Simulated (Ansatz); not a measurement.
Geometry relaxation, with input and output: SiO$_{2}$ (part 1 of 3)

The run: geometry relaxation of SiO$_{2}$ (12 atoms in the cell). Method and program: DFT PBE, scalar-relativistic, plane waves, PAW, no spin polarisation (Ansatz 0.2.0).

The structure derives from an entry of the Crystallography Open Database. Figures and captions count atoms from 1; the log counts them from 0 in places.

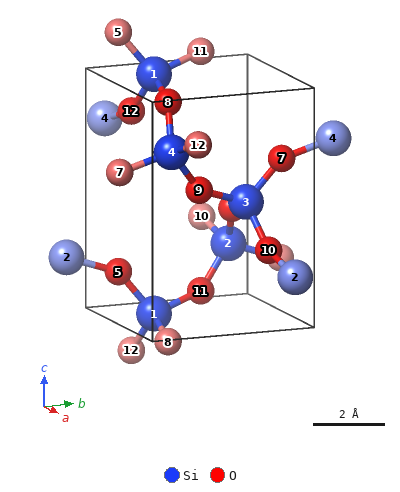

The input geometry (ball-and-stick view of the cell of the calculation, seen slightly off an axis; neighbours outside the cell are drawn fainter; atoms are numbered from 1 in the order of the input). Near neighbours in the crystal (not all of them lie inside the picture): Si has 4 O at 1.60 to 1.61 Å; O has 2 Si at 1.60 to 1.61 Å.

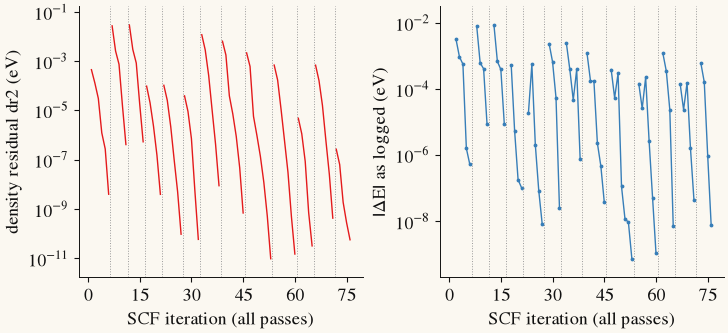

Convergence of the self-consistent field: density residual dr2 and size of the energy change against the SCF iteration. The dotted lines part the SCF passes of the relaxation: geometry steps, rejected trials and re-solves on a re-selected basis. The 13 passes take 5 to 8 iterations each, 76 in all.

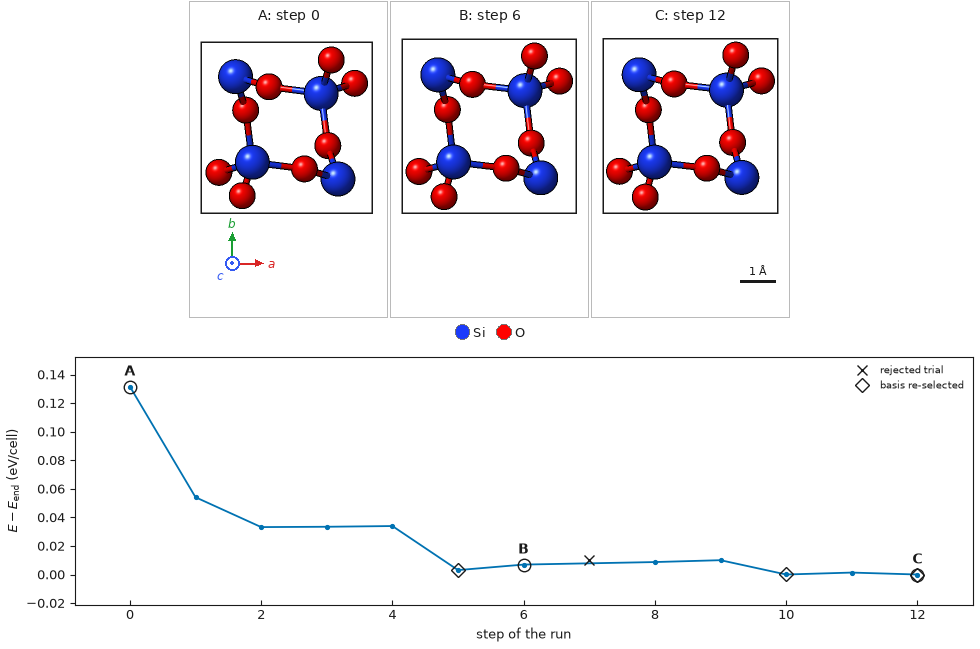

Frames of the relaxation (ball-and-stick view of the cell of the calculation, along the c axis) above the curves, on which the letters mark them (the first geometry is step 0 here and step 1 in the log).

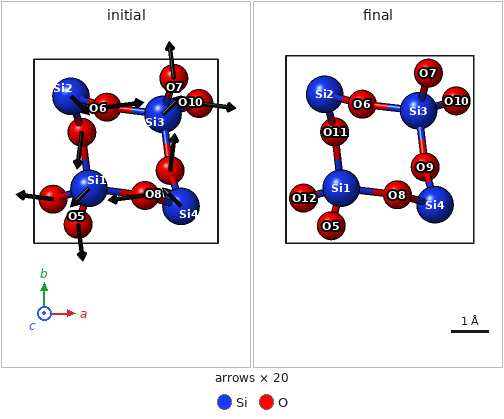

Before (left) and after (right) the relaxation, at one scale (ball-and-stick view of the cell of the calculation, along the c axis). The black arrows give the displacements (without the part carried along by the change of the cell), magnified 20 times. The energy falls by 0.130 eV per cell of the calculation in 9 geometry steps. The largest force component goes from 0.39 to 0.0032 eV/Å. The pressure goes from 6.29 to −0.01 GPa. The line search rejected the trial step at point 7 (counted from 0) and went back. 2 further SCFs at an unchanged geometry re-selected the plane-wave basis for the new cell. The largest moves relative to the cell, 0.058 Å, are those of 8 atoms (O5, O6, O7, O8 and others). By element the largest moves are O 0.058 Å, Si 0.037 Å. The drawn cell changes as follows: a = b 4.982 → 5.084 Å (+2.0 %), c 6.963 → 7.101 Å (+2.0 %); the volume changes by +6.2 %. Distances before and after: Si1–O12 1.604 → 1.625 Å, Si1–O11 1.609 → 1.625 Å. Among the angles that change: Si1–O12–Si4 146.6° → 149.1°. The space group stays P4_12_12 (No. 92). The energy change given includes the shifts at the re-selections in mid-walk, which come without any move. A last SCF at the same geometry on a re-selected plane-wave basis shifts the energy by −1.4 meV per cell of the calculation. (Atoms are counted from 1 in the order of the input.)

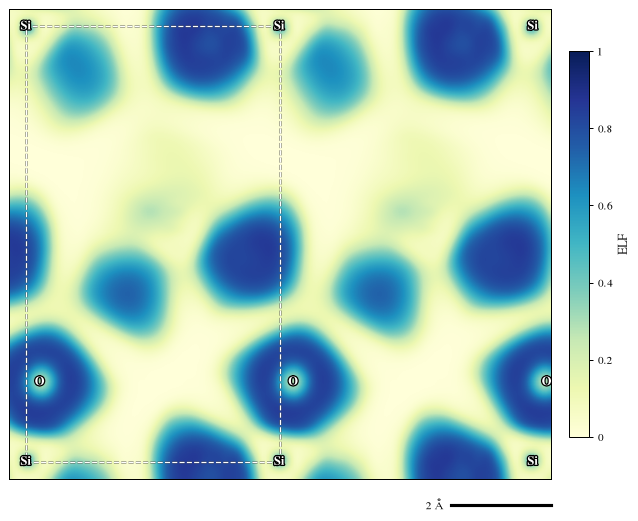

ELF on the (101) plane of the conventional cell. The plane passes through Si and O nuclei. In a PAW calculation such maps are meaningful between the atoms, not at the nuclei.

The input that produced these results follows, with the program's output.

**Input**
```yaml
crystal:
  lattice:
    - [4.982, 0.0, 0.0]
    - [0.0, 4.982, 0.0]
    - [0.0, 0.0, 6.963]
  atoms:
    - { symbol: Si, position: [0.29897, 0.29897, 0.0] }
    - { symbol: Si, position: [0.20103, 0.79897, 0.25] }
    - { symbol: Si, position: [0.70103, 0.70103, 0.5] }
    - { symbol: Si, position: [0.79897, 0.20103, 0.75] }
    - { symbol: O, position: [0.23989, 0.10347, 0.17813] }
    - { symbol: O, position: [0.39653, 0.73989, 0.42813] }
    - { symbol: O, position: [0.76011, 0.89653, 0.67813] }
    - { symbol: O, position: [0.60347, 0.26011, 0.92813] }
    - { symbol: O, position: [0.73989, 0.39653, 0.57187] }
    - { symbol: O, position: [0.89653, 0.76011, 0.32187] }
    - { symbol: O, position: [0.26011, 0.60347, 0.07187] }
    - { symbol: O, position: [0.10347, 0.23989, 0.82187] }
basis:
  ecutwfc: 420
kpoints:
  mp_grid: { grid: [6, 6, 4] }
hamiltonian:
  xc: pbe
scf:
  occupations: { method: gaussian, width: 0.02 }
output:
  forces: true
  stress: true
  eigenvalues: true
  write_density: true
  write_potential: true
  elf: true
  volumetric_format: npy
relax:
  adjacent_minimum: "off"
  f_tol: 0.005
  max_steps: 80
  cell: { stress_tol: 0.05 }
```

Command:
```bash
ansatz run input.yaml --threads 4 --pin off --max-ram 10240MiB --backend cpu --events-out ev --progress --plain --runs-dir out
```

**Log**
```
Engine: ansatz 0.2.0, x86_64-unknown-linux-gnu
Pseudopotentials: kind: paw
Pseudopotential: Si, paw, valence charge 4, recommended cutoff 420 eV (normal), Si.paw.azcp
Pseudopotential: O, paw, valence charge 6, recommended cutoff 420 eV (normal), O.paw.azcp
Functional definition: PBE
  parameter kappa = 0.804
  parameter beta = 0.06672455060314922
  exchange = pbe_x(kappa = kappa, mu = beta*pi^2/3)
  correlation = pbe_c(beta = beta)
Crystal: 12 atoms, lattice volume = 172.824 Å³
Basis set: ecut = 420 eV, 3387 PW (Γ), exchange–correlation on 72×72×96 points (8 copies of the dense FFT grid, shifted against one another)
Bands: 44, of which v1, the nominal top of the filled ones, is band 32 counted from 1 (31 counted from 0)
Symmetry: 8 space group operations
Space group: P41212 (ITA 92), of the structure as read, at distance tolerance 5.6e-5 Å
k-points: 30 of 144 (time reversal used)
Non-local potential: Si, projectors of the file, l = 0: 2, l = 1: 2, l = 2: 2
Non-local potential: O, projectors of the file, l = 0: 2, l = 1: 2, l = 2: 1
PAW form: soft (Blöchl's): semilocal exchange-correlation on the pseudo side does not see the compensation charge
PAW one-centre angular grid: Si, 110 points (default); XC on 64 Gauss nodes
PAW one-centre angular grid: O, 110 points (default); XC on 64 Gauss nodes
Initial density: superposition of atomic densities (neutral atoms: chi_scale 0, normalization atom), corrected by the library's trained network
Initial wavefunctions: pseudopotential atomic-orbital guess
Functional: x = pbe(κ = 0.804, μ = 0.2195149727645171), c = pbe(β = 0.06672455060314922)
SCF iter   1: F=—  HF=-7096.245323 eV  |F-HF|=—  |Δ(HF+E_count)|=         —  Δρ=9.76e-4  dr2=4.47e-4  ethr=1.77e-3  ⟨swp⟩=7.5  Hψ=6866  notcnv=0  defer=17
preconditioner: auto → Resta (q_TF=auto, 2.312 Å⁻¹)  ε∞=2.8  [insulator: Δε(μ)=5.756 eV  Ē_g=16.801 eV  σ=0.020 eV  W_gap=1.00  n_scr=36 (ndim 8)  ℏωp=22.6 eV  f_vac=0.232  D(μ)=0.00/eV (n_scr^D=0)  ε∞_Penn≈2.8]
SCF iter   2: F=—  HF=-7096.248470 eV  |F-HF|=—  |Δ(HF+E_count)|=   3.15e-3  Δρ=5.12e-4  dr2=1.28e-4  ethr=6.99e-7  ⟨swp⟩=2.8  Hψ=3035  notcnv=0  defer=153
SCF iter   3: F=—  HF=-7096.249394 eV  |F-HF|=—  |Δ(HF+E_count)|=   9.24e-4  Δρ=1.75e-4  dr2=3.05e-5  ethr=2.00e-7  ⟨swp⟩=2.0  Hψ=2304  notcnv=0  defer=153
SCF iter   4: F=—  HF=-7096.249955 eV  |F-HF|=—  |Δ(HF+E_count)|=   5.61e-4  Δρ=3.90e-5  dr2=1.23e-6  ethr=4.76e-8  ⟨swp⟩=2.0  Hψ=1893  notcnv=0  defer=153
SCF iter   5: F=—  HF=-7096.249957 eV  |F-HF|=—  |Δ(HF+E_count)|=   1.59e-6  Δρ=1.65e-5  dr2=2.73e-7  ethr=1.92e-9  ⟨swp⟩=3.0  Hψ=2203  notcnv=0  defer=153
SCF iter   6: F=-7096.249957 eV  HF=-7096.249957 eV  |F-HF|=6.68e-9  |Δ(HF+E_count)|=   5.22e-7  Δρ=1.73e-6  dr2=3.97e-9  ethr=1.56e-10  ⟨swp⟩=16.5  Hψ=10194  notcnv=0
SCF 1 converged in 6 iterations: F = -7096.249957 eV  dr2 = 3.97e-9
  greatest PAW one-centre occupation: 0.863 electrons in one spin orbital (limit 2), on the O atom at site 11 (counted from 0), in its partial waves of l = 0
relax step   1: F+E_penalty+E_count = -7096.24995723 eV  Δ(F+E_penalty+E_count) = +0.000e0 eV  max|allowed force component| = 3.904e-1 eV/Å  Δτ_max = 0.0000 Å  P = +6.293 GPa  Ω = 172.824 Å³  (6 SCF iters, dr2 threshold 1.00e-7 eV, accepted)
Crystal: 12 atoms, lattice volume = 176.252 Å³
Basis set: ecut = 420 eV, 3475 PW (Γ), exchange–correlation on 72×72×96 points (8 copies of the dense FFT grid, shifted against one another)
Initial density: handed on by an earlier stage of this run
Initial wavefunctions: those handed on with the density
iter 1 solved again at ethr=4.17e-5 eV; its pass at ethr=3.10e-3 eV (dr2=2.67e-2 eV) is discarded
SCF iter   1: F=—  HF=-7096.335644 eV  |F-HF|=—  |Δ(HF+E_count)|=         —  Δρ=4.12e-3  dr2=2.68e-2  ethr=4.17e-5  ⟨swp⟩=3.5  Hψ=5875  notcnv=0
preconditioner: auto → Resta (q_TF=auto, 2.304 Å⁻¹)  ε∞=2.8  [insulator: Δε(μ)=5.609 eV  Ē_g=16.603 eV  σ=0.020 eV  W_gap=1.00  n_scr=36 (ndim 8)  ℏωp=22.4 eV  f_vac=0.242  D(μ)=0.00/eV (n_scr^D=0)  ε∞_Penn≈2.8]
SCF iter   2: F=—  HF=-7096.327630 eV  |F-HF|=—  |Δ(HF+E_count)|=   8.01e-3  Δρ=1.43e-3  dr2=2.56e-3  ethr=4.17e-5  ⟨swp⟩=3.0  Hψ=2580  notcnv=0
SCF iter   3: F=—  HF=-7096.327021 eV  |F-HF|=—  |Δ(HF+E_count)|=   6.09e-4  Δρ=6.46e-4  dr2=7.40e-4  ethr=4.00e-6  ⟨swp⟩=1.0  Hψ=1320  notcnv=0
SCF iter   4: F=—  HF=-7096.327427 eV  |F-HF|=—  |Δ(HF+E_count)|=   4.06e-4  Δρ=9.93e-5  dr2=1.53e-5  ethr=1.16e-6  ⟨swp⟩=2.7  Hψ=2318  notcnv=0
SCF iter   5: F=-7096.327436 eV  HF=-7096.327436 eV  |F-HF|=2.06e-7  |Δ(HF+E_count)|=   8.43e-6  Δρ=2.00e-5  dr2=4.11e-7  ethr=1.87e-9  ⟨swp⟩=10.8  Hψ=11598  notcnv=0
SCF 2 converged in 5 iterations: F = -7096.327436 eV  dr2 = 4.11e-7
  greatest PAW one-centre occupation: 0.862 electrons in one spin orbital (limit 2), on the O atom at site 11 (counted from 0), in its partial waves of l = 0
relax step   2: F+E_penalty+E_count = -7096.32743598 eV  Δ(F+E_penalty+E_count) = -7.748e-2 eV  max|allowed force component| = 2.054e-1 eV/Å  Δτ_max = 0.0075 Å  P = +3.163 GPa  Ω = 176.252 Å³  energy of the carried Pulay correction = -1.129e-2 eV  (5 SCF iters, dr2 threshold 1.20e-6 eV, accepted)
Crystal: 12 atoms, lattice volume = 179.939 Å³
Basis set: ecut = 420 eV, 3531 PW (Γ), exchange–correlation on 72×72×96 points (8 copies of the dense FFT grid, shifted against one another)
iter 1 solved again at ethr=4.53e-5 eV; its pass at ethr=3.10e-3 eV (dr2=2.90e-2 eV) is discarded
SCF iter   1: F=—  HF=-7096.357166 eV  |F-HF|=—  |Δ(HF+E_count)|=         —  Δρ=4.28e-3  dr2=2.92e-2  ethr=4.53e-5  ⟨swp⟩=3.5  Hψ=5941  notcnv=0
preconditioner: auto → Resta (q_TF=auto, 2.297 Å⁻¹)  ε∞=2.8  [insulator: Δε(μ)=5.496 eV  Ē_g=16.436 eV  σ=0.020 eV  W_gap=1.00  n_scr=36 (ndim 8)  ℏωp=22.1 eV  f_vac=0.249  D(μ)=0.00/eV (n_scr^D=0)  ε∞_Penn≈2.8]
SCF iter   2: F=—  HF=-7096.348605 eV  |F-HF|=—  |Δ(HF+E_count)|=   8.56e-3  Δρ=1.55e-3  dr2=2.95e-3  ethr=4.53e-5  ⟨swp⟩=3.0  Hψ=2582  notcnv=0
SCF iter   3: F=—  HF=-7096.347934 eV  |F-HF|=—  |Δ(HF+E_count)|=   6.72e-4  Δρ=6.93e-4  dr2=8.33e-4  ethr=4.62e-6  ⟨swp⟩=1.0  Hψ=1320  notcnv=0
SCF iter   4: F=—  HF=-7096.348319 eV  |F-HF|=—  |Δ(HF+E_count)|=   3.86e-4  Δρ=1.06e-4  dr2=1.81e-5  ethr=1.30e-6  ⟨swp⟩=2.4  Hψ=2305  notcnv=0
SCF iter   5: F=-7096.348328 eV  HF=-7096.348328 eV  |F-HF|=2.22e-7  |Δ(HF+E_count)|=   8.77e-6  Δρ=2.11e-5  dr2=5.32e-7  ethr=1.87e-9  ⟨swp⟩=10.9  Hψ=11712  notcnv=0
SCF 3 converged in 5 iterations: F = -7096.348328 eV  dr2 = 5.32e-7
  greatest PAW one-centre occupation: 0.861 electrons in one spin orbital (limit 2), on the O atom at site 10 (counted from 0), in its partial waves of l = 0
relax step   3: F+E_penalty+E_count = -7096.34832813 eV  Δ(F+E_penalty+E_count) = -2.089e-2 eV  max|allowed force component| = 1.032e-2 eV/Å  Δτ_max = 0.0091 Å  P = +0.115 GPa  Ω = 179.939 Å³  energy of the carried Pulay correction = -2.319e-2 eV  (5 SCF iters, dr2 threshold 1.20e-6 eV, accepted)
Crystal: 12 atoms, lattice volume = 180.047 Å³
iter 1 solved again at ethr=1.52e-7 eV; its pass at ethr=3.10e-3 eV (dr2=9.73e-5 eV) is discarded
SCF iter   1: F=—  HF=-7096.347566 eV  |F-HF|=—  |Δ(HF+E_count)|=         —  Δρ=2.63e-4  dr2=9.63e-5  ethr=1.52e-7  ⟨swp⟩=3.1  Hψ=5501  notcnv=0
preconditioner: auto → Resta (q_TF=auto, 2.296 Å⁻¹)  ε∞=2.8  [insulator: Δε(μ)=5.540 eV  Ē_g=16.472 eV  σ=0.020 eV  W_gap=1.00  n_scr=36 (ndim 8)  ℏωp=22.1 eV  f_vac=0.242  D(μ)=0.00/eV (n_scr^D=0)  ε∞_Penn≈2.8]
SCF iter   2: F=—  HF=-7096.348103 eV  |F-HF|=—  |Δ(HF+E_count)|=   5.38e-4  Δρ=1.22e-4  dr2=2.04e-5  ethr=1.50e-7  ⟨swp⟩=2.4  Hψ=2204  notcnv=0
SCF iter   3: F=—  HF=-7096.348098 eV  |F-HF|=—  |Δ(HF+E_count)|=   5.29e-6  Δρ=3.94e-5  dr2=2.28e-6  ethr=3.19e-8  ⟨swp⟩=2.8  Hψ=2370  notcnv=0
SCF iter   4: F=—  HF=-7096.348098 eV  |F-HF|=—  |Δ(HF+E_count)|=   1.80e-7  Δρ=1.06e-5  dr2=1.52e-7  ethr=3.56e-9  ⟨swp⟩=2.0  Hψ=2040  notcnv=0
SCF iter   5: F=-7096.348098 eV  HF=-7096.348098 eV  |F-HF|=4.98e-9  |Δ(HF+E_count)|=   1.03e-7  Δρ=1.51e-6  dr2=3.93e-9  ethr=6.14e-11  ⟨swp⟩=11.2  Hψ=9587  notcnv=0
SCF 4 converged in 5 iterations: F = -7096.348098 eV  dr2 = 3.93e-9
relax step   4: F+E_penalty+E_count = -7096.34809783 eV  Δ(F+E_penalty+E_count) = +2.303e-4 eV  max|allowed force component| = 7.549e-3 eV/Å  Δτ_max = 0.0011 Å  P = +0.018 GPa  Ω = 180.047 Å³  energy of the carried Pulay correction = -2.353e-2 eV  (5 SCF iters, dr2 threshold 3.93e-8 eV, accepted)
Crystal: 12 atoms, lattice volume = 180.212 Å³
iter 1 solved again at ethr=1.54e-7 eV; its pass at ethr=3.10e-3 eV (dr2=9.89e-5 eV) is discarded
```
